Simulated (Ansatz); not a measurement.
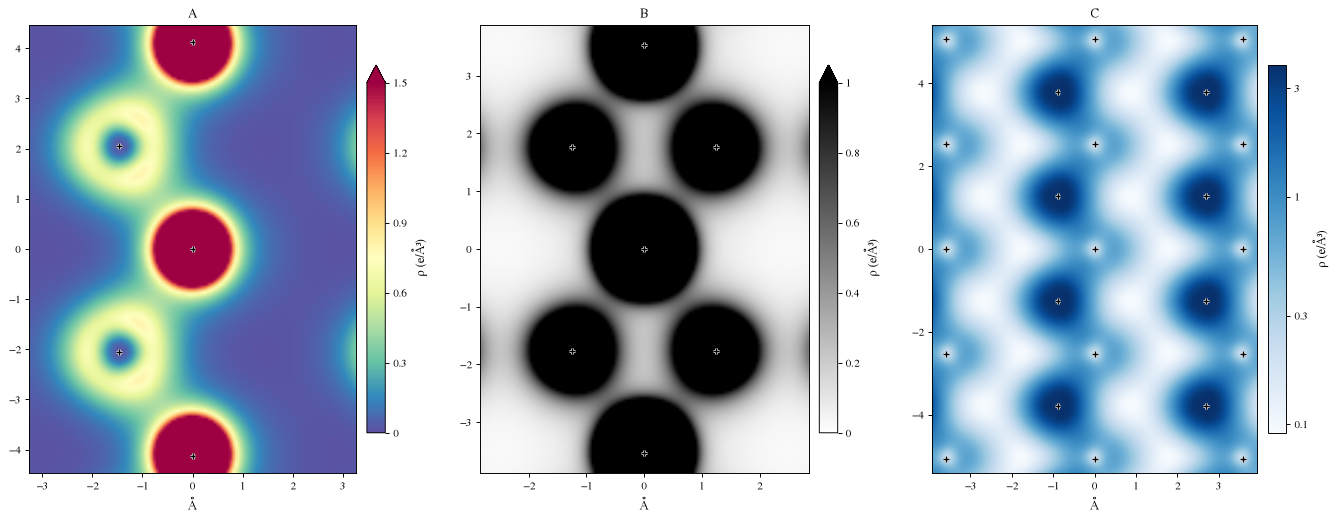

The valence pseudo-density of 3 systems, each on a plane through atoms (crosses mark nuclei in the plane).

Theory: DFT LDA, scalar-relativistic, plane waves, PAW (Ansatz).

System 1: BN, the (011) plane of the conventional cell. Space group F-43m; a structure from a database of computed crystals, not necessarily the ambient phase.

```yaml
crystal:
  lattice:
    - [3.58055, 0.00000, 0.00000]
    - [0.00000, 0.00000, -3.58055]
    - [0.00000, 3.58055, 0.00000]
  atoms:
    - { symbol: B, position: [0.50000, 0.50000, 0.00000] }
    - { symbol: B, position: [0.00000, 0.50000, 0.50000] }
    - { symbol: B, position: [0.00000, 0.00000, 0.00000] }
    - { symbol: B, position: [0.50000, 0.00000, 0.50000] }
    - { symbol: N, position: [0.75000, 0.75000, 0.25000] }
    - { symbol: N, position: [0.25000, 0.75000, 0.75000] }
    - { symbol: N, position: [0.25000, 0.25000, 0.25000] }
    - { symbol: N, position: [0.75000, 0.25000, 0.75000] }
```

System 2: HfO2, the (101) plane of the conventional cell. Space group Fm-3m.

System 3: InP, the (101) plane of the conventional cell. Space group F-43m.

```
CELL_PARAMETERS angstrom
5.82709 0.00000 0.00000
0.00000 0.00000 -5.82709
0.00000 5.82709 0.00000
ATOMIC_POSITIONS crystal
In 0.50000 0.50000 0.00000
In 0.00000 0.50000 0.50000
In 0.00000 0.00000 0.00000
In 0.50000 0.00000 0.50000
P 0.75000 0.75000 0.25000
P 0.25000 0.75000 0.75000
P 0.25000 0.25000 0.25000
P 0.75000 0.25000 0.75000
```

**Match each panel to its system.**

Panel A is system 3, InP: the plane holds In and P. In–P (2.52 Å): ρ at the midpoint is about 0.46 e/Å³. Panel B is system 2, HfO2: the plane holds Hf and O. Hf–O (2.17 Å): the density is about 0.63 e/Å³ at the midpoint. Panel C is system 1, BN: the plane holds B and N. B–N (1.55 Å): the density is about 1.5 e/Å³ at the midpoint.
